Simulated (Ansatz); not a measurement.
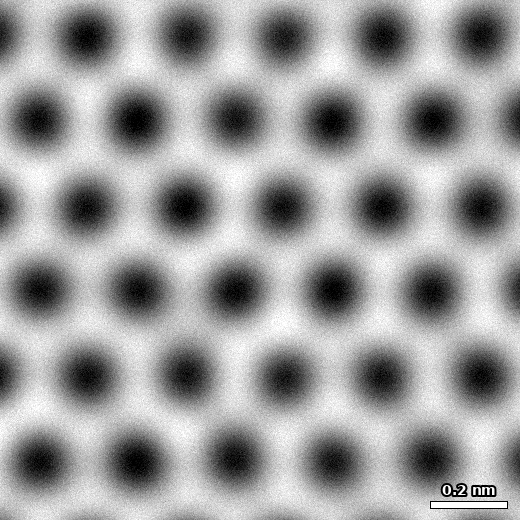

HRTEM-like image of Pt (Im-3m, No. 229) along [111]. Simulated in the weak-phase-object approximation with neutral-atom potentials: 300 kV, Cs = 0.60 mm, defocus −412 Å (negative is underfocus), defocus spread 40 Å, aperture 0.58 1/Å. Shot noise and the speckle of an amorphous layer were added. Structure: a calculation's starting geometry; the starting structure was generated, so it need not be a known form of this composition.

**What point resolution do these settings give, and which lattice spacings pass?**

About 1.7 Å (0.66 |Cs|^(1/4) λ^(3/4) with λ = 0.0197 Å). The spacings that carry visible contrast are {110} at 2.28 Å.

**Do the atom columns appear dark or bright, and why?**

Dark. With positive Cs and underfocus sin χ is negative over the pass band, so the strongest columns (Pt) come out darker than the background.
